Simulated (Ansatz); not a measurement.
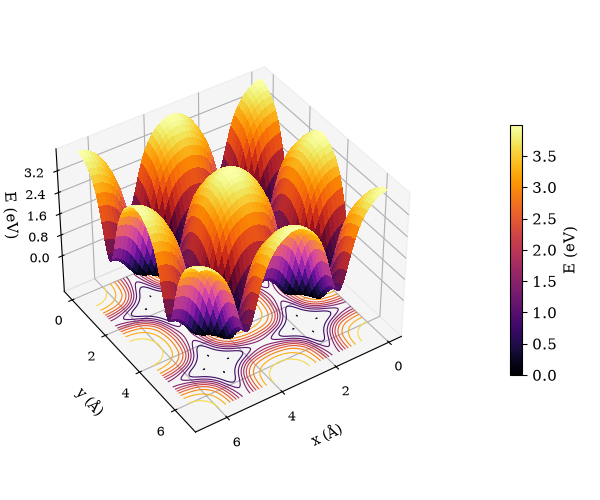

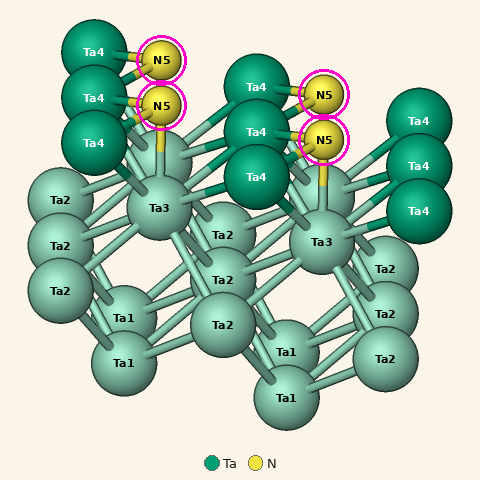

Energy landscape of N on a Ta(100) slab cut from the Im-3m phase, its upper half relaxed before the scan (4 atoms of substrate and one adsorbate in a 1 × 1 cell). N is moved over the surface cell; relaxed at each place: the height of the adsorbate's atoms; substrate rigid; the origin of the map has the adsorbate above Ta4. Places are given modulo a cell vector. The map is drawn in real space over the plane of the surface. The grid has 8 × 8 points; 15 points were computed and 49 follow by symmetry. All energies are given in eV relative to the lowest grid point. With one adsorbate in each 1 × 1 cell, its nearest image is 3.3 Å away, so neighbouring adsorbates interact. Level of theory: Ansatz, DFT PBE, scalar-relativistic, plane waves, PAW. Settings: cutoff 420 eV, k-mesh 8×8×1, gaussian smearing 0.1 eV, no spin polarisation.

The picture shows a relief with its contours projected below, any walls above the top of the colour scale cut off. Between grid points the surface is interpolated. The second picture is the structure at the lowest point; rings mark the moved atoms.

Where are the wells?

Answer. The lowest grid point is at (3/8, 4/8) of the cell vectors [nearest 3 Ta at 2.14 Å]. The highest grid point, the top site over a surface Ta atom, (0/8, 0/8) of the cell vectors, lies 3.99 eV above the lowest. At the lowest point the adsorbate has 3 Ta at 2.14 Å as nearest neighbours, at the highest 1 Ta at 1.77 Å. Its relaxed height above the top atom is 0.58 Å at the lowest and 1.77 Å at the highest point.

The values on the grid:

```tsv
second ↓, first →	0/8	1/8	2/8	3/8	4/8	5/8	6/8	7/8
7/8	3.84	3.69	3.24	2.04	0.78	2.04	3.24	3.69
6/8	3.36	3.24	2.78	1.37	0.21	1.37	2.78	3.24
5/8	2.22	2.04	1.37	0.34	0.00	0.34	1.37	2.04
4/8	1.02	0.78	0.21	0.00	0.03	0.00	0.21	0.78
3/8	2.22	2.04	1.37	0.34	0.00	0.34	1.37	2.04
2/8	3.36	3.24	2.78	1.37	0.21	1.37	2.78	3.24
1/8	3.84	3.69	3.24	2.04	0.78	2.04	3.24	3.69
0/8	3.99	3.84	3.36	2.22	1.02	2.22	3.36	3.84
```

Time for the 15 points that were run: 14 min on 1 thread of Intel(R) Xeon(R) 6975P-C (Granite Rapids) (shared host).

PAW datasets: the set soft_1.
